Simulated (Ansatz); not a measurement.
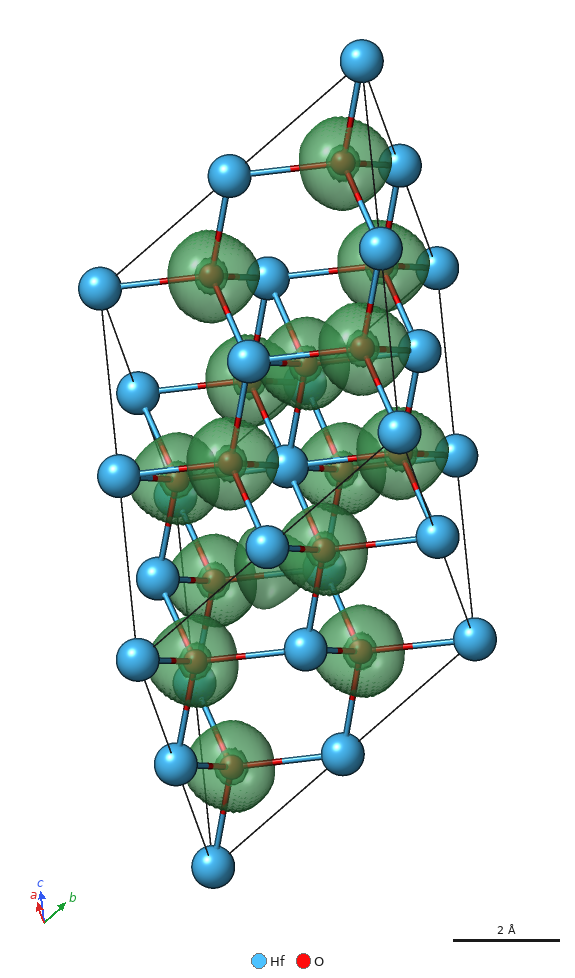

Figure 1: Hf₈O₁₅ (cell with a defect). Isosurface of the electron localisation function at 0.65 (green), seen at an oblique angle. Core shells and regions of very low density are left out. Sticks mark near contacts.

Computed pressure about 8 GPa in this cell; the program warned that a starting moment wasn't kept; spin-polarised, but the moments vanished.

These are results of DFT, PBE, plane-wave PAW, default files, scalar-relativistic in Ansatz, not measurements.

Core electrons are frozen (PAW), and the valence fields are smoothed inside the atomic spheres.

```xyz
23
Lattice="0.0000 5.0322 5.0322 5.0322 0.0000 5.0322 5.0322 5.0322 0.0000" Properties=species:S:1:pos:R:3 pbc="T T T"
Hf    0.0126    0.0126    0.0126
Hf    2.5035    2.5035    0.0126
Hf    2.5035    0.0126    2.5035
Hf    5.0162    2.5321    2.5321
Hf    0.0126    2.5035    2.5035
Hf    2.5321    5.0162    2.5321
Hf    2.5321    2.5321    5.0162
Hf    5.0162    5.0162    5.0162
O     6.2902    6.2902    3.7505
O     6.2902    3.7505    6.2902
O     8.8299    6.2902    6.2902
O     3.7505    6.2902    6.2902
O     6.2902    8.8299    6.2902
O     6.2902    6.2902    8.8299
O     8.8063    8.8063    8.8063
O     1.2580    1.2580    1.2580
O     3.7741    3.7741    1.3108
O     3.7741    1.3108    3.7741
O     6.2375    3.7741    3.7741
O     1.3108    3.7741    3.7741
O     3.7741    6.2375    3.7741
O     3.7741    3.7741    6.2375
O     6.2902    6.2902    6.2902
```

> What do the ELF domains correspond to?

The ELF exceeds this value in 15 regions wrapped around O (the valence shell of each) and one pocket between the atoms, centred on no nucleus (multi-centre or interstitial), counted in one cell of 23 atoms. Any copies at cell faces, edges or corners count once. Profiles from the grid: Hf–O (2.14 Å): the ELF peaks at about 0.85 in the valence shell of O, 0.6 Å from its nucleus, and drops to about 0.15 between the two atoms; no localised pair shows between them. Hf–O (2.20 Å): the ELF peaks at about 0.85 in the valence shell of O, 0.6 Å from its nucleus, and drops to about 0.15 between the two atoms; no shared electron pair shows on this line.

> Does the calculation give a band gap?

It is gapped, with a Kohn–Sham gap of 1.2 eV on the k-point mesh (the band edges may lie off the mesh, which would make the gap smaller).
